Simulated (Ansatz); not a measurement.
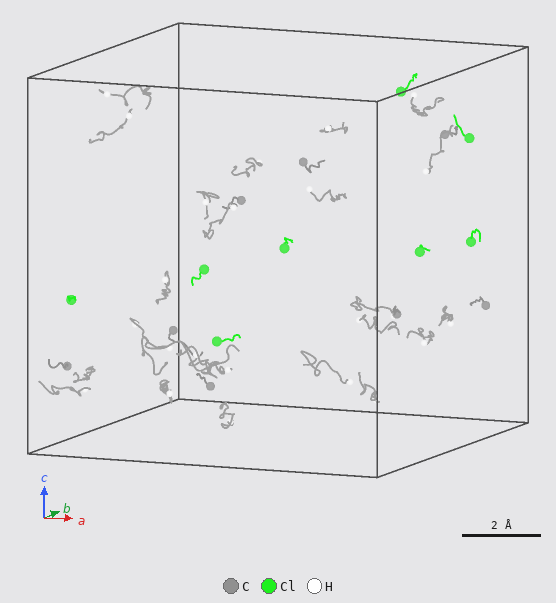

A Born-Oppenheimer molecular dynamics run of a periodic cell with 8 CH3Cl at 0.701 g/cm³, 90 fs long. Lines trace each atom's path, in the colour of its element; spheres stand at the starting positions. Seen slightly off an axis in the simulation cell.

Computed with DFT PBE-D3(BJ), scalar-relativistic, plane waves, PAW (Ansatz 0.2.0). Settings: plane-wave cutoff 420 eV; k-point mesh 1 × 1 × 1; Fermi-Dirac smearing 0.05 eV; low-accuracy preset; Langevin thermostat (NVT); set temperature 1000 K; time step 0.5 fs; friction 0.02 per fs.

Input file:
```yaml
accuracy: low
crystal:
  lattice:
    - [9.853875, 0.0, 0.0]
    - [0.0, 9.853875, 0.0]
    - [0.0, 0.0, 9.853875]
  atoms:
    - { symbol: C, position: [0.0008587, 0.2592094, 0.1955634] }
    - { symbol: Cl, position: [0.0177932, 0.2467794, 0.3747056] }
    - { symbol: H, position: [0.0136699, 0.3647227, 0.1656157] }
    - { symbol: H, position: [0.0783776, 0.1967004, 0.1478404] }
    - { symbol: H, position: [-0.0995584, 0.223609, 0.1665279] }
    - { symbol: C, position: [0.1337792, 0.653508, 0.2417975] }
    - { symbol: Cl, position: [0.191604, 0.724704, 0.3971056] }
    - { symbol: H, position: [0.089074, 0.7335009, 0.1801807] }
    - { symbol: H, position: [0.2196235, 0.6085368, 0.18886] }
    - { symbol: H, position: [0.0581968, 0.5760783, 0.2638424] }
    - { symbol: C, position: [0.4564174, 0.1539291, 0.1861875] }
    - { symbol: Cl, position: [0.4112267, 0.300367, 0.281303] }
    - { symbol: H, position: [0.4986674, 0.1858067, 0.0892711] }
    - { symbol: H, position: [0.5314518, 0.0961111, 0.2429409] }
    - { symbol: H, position: [0.3660507, 0.0926437, 0.169695] }
    - { symbol: C, position: [0.9723778, 0.5120557, 0.8360817] }
    - { symbol: Cl, position: [0.8277603, 0.5557181, 0.9346341] }
    - { symbol: H, position: [0.9387909, 0.46349, 0.7427686] }
    - { symbol: H, position: [1.0288235, 0.604021, 0.8126234] }
    - { symbol: H, position: [1.0356605, 0.4426484, 0.8941503] }
    - { symbol: C, position: [0.3906736, 0.5099113, 0.6245938] }
    - { symbol: Cl, position: [0.4784343, 0.5927114, 0.4905214] }
    - { symbol: H, position: [0.4225412, 0.5538421, 0.7207633] }
    - { symbol: H, position: [0.2820899, 0.5243235, 0.6105971] }
    - { symbol: H, position: [0.4151149, 0.4022484, 0.6222813] }
    - { symbol: C, position: [0.9086374, 0.9304852, 0.3164402] }
    - { symbol: Cl, position: [0.8410971, 0.9888402, 0.4731763] }
    - { symbol: H, position: [0.915677, 1.0156826, 0.246541] }
    - { symbol: H, position: [1.008933, 0.8878767, 0.3343106] }
    - { symbol: H, position: [0.8415328, 0.8531371, 0.275109] }
    - { symbol: C, position: [0.7867366, 1.0038156, 0.8253654] }
    - { symbol: Cl, position: [0.8892937, 0.8662715, 0.7697157] }
    - { symbol: H, position: [0.6884911, 0.9646691, 0.8571367] }
    - { symbol: H, position: [0.836757, 1.0537468, 0.9102116] }
    - { symbol: H, position: [0.7738737, 1.074959, 0.7418957] }
    - { symbol: C, position: [0.8099334, 0.5700571, 0.3397285] }
    - { symbol: Cl, position: [0.873171, 0.5756206, 0.5085576] }
    - { symbol: H, position: [0.7596133, 0.6657271, 0.3171636] }
    - { symbol: H, position: [0.894414, 0.554504, 0.2703371] }
    - { symbol: H, position: [0.7381055, 0.4866262, 0.3311216] }
basis:
  ecutwfc: 420.0
kpoints:
  mp_grid: { grid: [1, 1, 1] }
hamiltonian:
  xc: pbe
  dispersion: d3bj
scf:
  occupations: { method: fermi_dirac, width: 0.05 }
  lower_state_search: "off"
md:
  timestep: 0.5
  n_steps: 180
  ensemble: nvt_langevin
  temperature: 1000.0
  initial_velocities: maxwell_boltzmann
  seed: 625445
  friction: 0.02
```

Run as
```bash
ansatz run input.yaml --threads 1 --pin off --max-ram 3072MiB --backend cpu --events-out ev --progress --plain --runs-dir out
```

Q: How do the atoms move?

A: Root-mean-square distances from the starting positions over the second half, with the common drift of all atoms taken out: H 1.08 Å, Cl 0.49 Å, C 0.49 Å. The heavy atoms stay within a fraction of a molecule's size of their starting places, while the hydrogen atoms travel further, as molecules turn; so short a run doesn't tell a liquid from a solid. Over the second half the temperature averages 954 K (spread ±90 K). The potential energy in the second half lies on average 73.8 meV per atom above the first frame.

Limits of the set-up: the program's low-accuracy preset was used.
